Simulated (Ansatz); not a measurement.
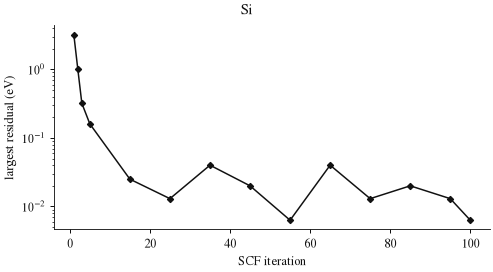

The plot shows the SCF iterations of a calculation: largest residual. Only some iterations were kept.

System: Si (P1, 7 atoms in the cell).
Method: Ansatz, DFT, PBE, PAW (an earlier, harder data set), plane waves, scalar-relativistic; cutoff 460 eV, 2×2×2 k-mesh, fixed occupations.
Setting under test: default search for lower states.

**How did this run end?**

It did not converge: it stopped after 100 iterations. The residual is still falling at the last step (down to 6 × 10⁻³).

**Read the residual at the first and at the last step drawn.**

It starts near 3 and ends near 6 × 10⁻³ eV.
